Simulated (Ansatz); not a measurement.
SiO$_{2}$

Input

```
crystal:
  lattice:
    - [7.3703609367, 0.0, 0.0]
    - [-3.6851804683, 6.3829198062, 0.0]
    - [0.0, 0.0, 7.0854028068]
  atoms:
    - { symbol: Si, position: [0.5336734923, 0.7668367462, 0.4166666667] }
    - { symbol: Si, position: [0.4663265077, 0.2331632538, 0.9166666667] }
    - { symbol: Si, position: [0.2331632538, 0.4663265077, 0.75] }
    - { symbol: Si, position: [0.7668367462, 0.2331632538, 0.5833333333] }
    - { symbol: Si, position: [0.7668367462, 0.5336734923, 0.25] }
    - { symbol: Si, position: [0.2331632538, 0.7668367462, 0.0833333333] }
    - { symbol: O, position: [0.6125266538, 0.3874733462, 0.0833333333] }
    - { symbol: O, position: [0.0, 0.6828906938, 0.1666666667] }
    - { symbol: O, position: [0.7749466925, 0.3874733462, 0.4166666667] }
    - { symbol: O, position: [0.6828906938, 0.6828906938, 0.3333333333] }
    - { symbol: O, position: [0.3171093062, 0.3171093062, 0.8333333333] }
    - { symbol: O, position: [0.6125266538, 0.2250533075, 0.75] }
    - { symbol: O, position: [0.2250533075, 0.6125266538, 0.9166666667] }
    - { symbol: O, position: [0.3171093062, 0.0, 0.0] }
    - { symbol: O, position: [0.0, 0.3171093062, 0.6666666667] }
    - { symbol: O, position: [0.3874733462, 0.7749466925, 0.25] }
    - { symbol: O, position: [0.3874733462, 0.6125266538, 0.5833333333] }
    - { symbol: O, position: [0.6828906938, 0.0, 0.5] }
basis:
  ecutwfc: 500
kpoints:
  mp_grid: { grid: [6, 6, 4] }
hamiltonian:
  xc: r2scan
scf:
  occupations: { method: gaussian, width: 0.02 }
output:
  forces: true
  stress: true
  eigenvalues: true
  write_density: true
  write_potential: true
  elf: true
  volumetric_format: npy
relax:
  adjacent_minimum: "off"
  f_tol: 0.01
  max_steps: 30
  cell: { stress_tol: 0.1, fix: [volume] }
```

Launched as:

```sh
ansatz run input.yaml --threads 4 --pin off --max-ram 10240MiB --backend cpu --events-out ev --progress --plain --runs-dir out
```

Below, planes, directions and counts refer to the conventional cell (a = 7.36 Å, b = 7.36 Å, c = 7.11 Å, α = 90.00°, β = 90.00°, γ = 120.00°).

The fields are those of the run's last geometry, not of the input's.

Space group P6₅22; a structure from a database of computed crystals, not necessarily the ambient phase; changed on purpose from its base cell (volume × 1.03, shape and atoms relaxed); computed pressure about −4 GPa in this cell.

Computed with Ansatz 0.2.0, DFT r2SCAN, scalar-relativistic, plane waves, PAW.

In a PAW calculation such maps are meaningful between the atoms, not at the nuclei.

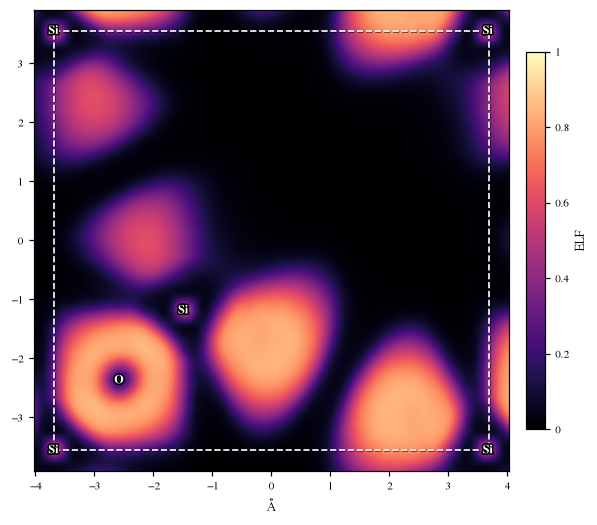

Figure 1. ELF on the (100) plane of the conventional cell.

What do the fields say about this system?

The plane passes through Si and O nuclei. Atoms just off the plane (O, 0.6 Å away) can leave unmarked features too. Si–O (1.62 Å): the ELF peaks at about 0.85 between the atoms (a short, strongly polar bond). The ELF also peaks beside O, away from the bonds: lone-pair regions.

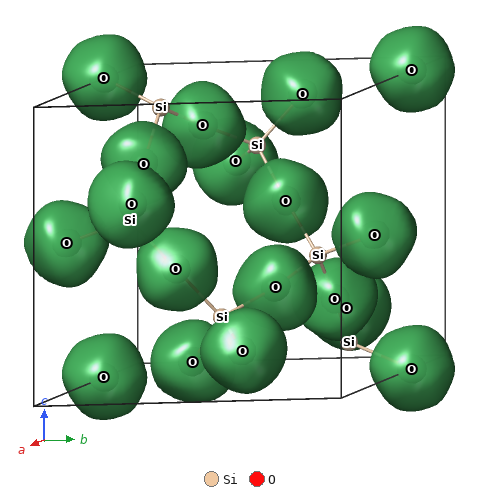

Figure 2. Isosurface of the ELF at 0.65 (green), seen slightly off an axis. Core shells and regions of very low density are left out. Sticks mark near contacts.

Identify the bonds, lone pairs and shells in this picture.

The ELF exceeds this value in twelve regions on O in which the atom's valence shell and bonds are merged, counted in one cell of 18 atoms. Any copies at cell faces, edges or corners count once.

Does the calculation give a band gap?

It is gapped, with a Kohn–Sham gap of 6.3 eV on the k-point mesh (the band edges may lie off the mesh, which would make the gap smaller).
